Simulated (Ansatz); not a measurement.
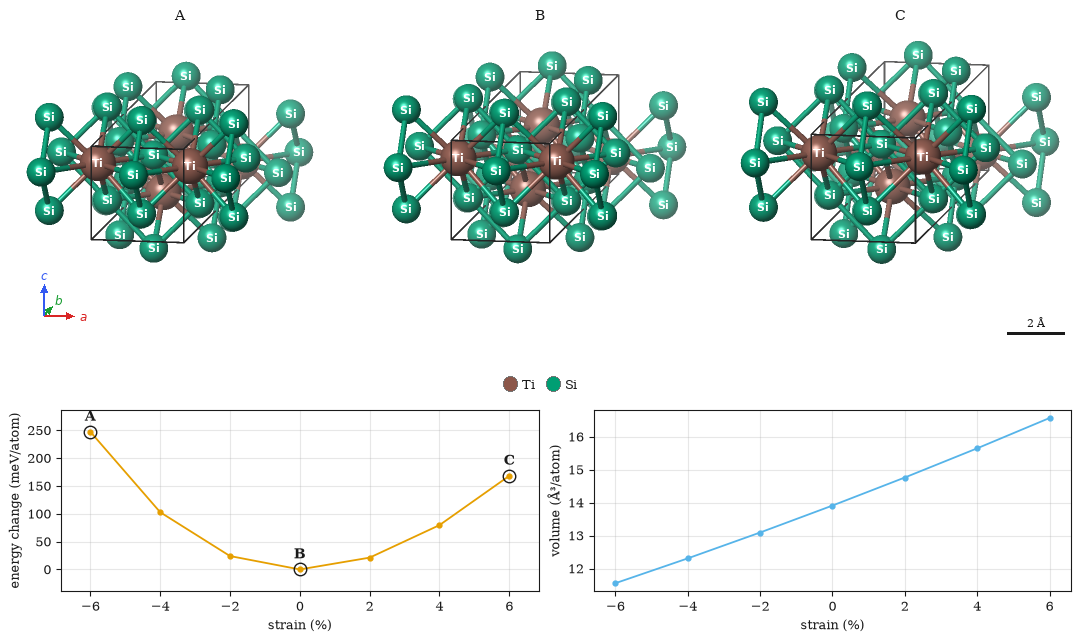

Members of a series of calculations on solid TiSi$_{2}$ (set up in Cmcm), marked on the first curve. Style: ball-and-stick. Shown: the cell of the calculation, slightly off an axis.

These are results of DFT PBEsol, scalar-relativistic, plane waves, PAW (Ansatz), not measurements. (plane-wave cutoff 420 eV; k-point mesh 10 × 4 × 10; occupations gaussian; smearing width 0.1 eV; no spin polarisation)

Which kind of strain is it, and how does the structure respond?

Answer. Equal strain along all axes, cell held, atoms relaxed. A (strain −6.0 %): energy change 247 meV/atom, volume 11.55 Å³ per atom. B (strain 0.0 %): energy change 0.0 meV/atom, volume 13.91 Å³ per atom. C (strain 6.0 %): energy change 168 meV/atom, volume 16.57 Å³ per atom. The rest compares A with C. The drawn cell changes as follows: a 3.306 → 3.728 Å (+12.8 %), b 12.547 → 14.149 Å (+12.8 %), c 3.342 → 3.769 Å (+12.8 %); the volume changes by +43.4 %. Among the bonded contacts that change: Si–Ti 2.396 → 2.738 Å, Si–Ti 2.640 → 2.954 Å, Si–Si 2.351 → 2.651 Å.
